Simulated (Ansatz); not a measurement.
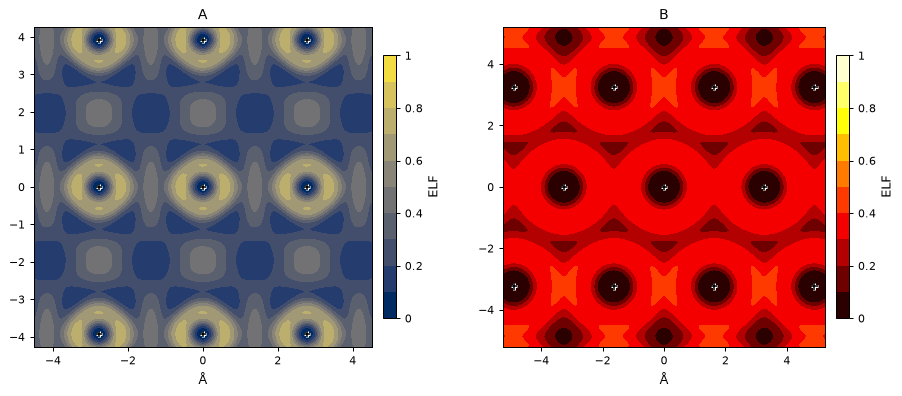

The ELF of 2 systems, each on a plane through atoms (crosses mark nuclei in the plane).

All numbers below come from Ansatz, DFT, BLYP, plane waves (420 eV) with PAW, scalar-relativistic.

System 1: W, the (101) plane of the conventional cell. Space group Pm-3m; set up as W, simple cubic; a generated structure, not necessarily the stable one; changed on purpose from its base cell (volume × 1.12); computed pressure about −17 GPa in this cell.

```yaml
crystal:
  lattice:
    - [2.77557, 0.00000, 0.00000]
    - [0.00000, 2.77557, 0.00000]
    - [0.00000, 0.00000, 2.77557]
  atoms:
    - { symbol: W, position: [0.00000, 0.00000, 0.00000] }
```

System 2: Sn, the (110) plane of the conventional cell. Space group P6/mmm; set up as Sn, omega (AlB2-type); a generated structure, not necessarily the stable one; changed on purpose from its base cell (volume × 0.96).

> Which map belongs to which system?

Panel A is system 1, W: the plane holds W. W–W (2.78 Å): the ELF is about 0.45 at the midpoint. Panel B is system 2, Sn: the plane holds Sn. Sn–Sn (3.26 Å): the ELF is about 0.35 at the midpoint.
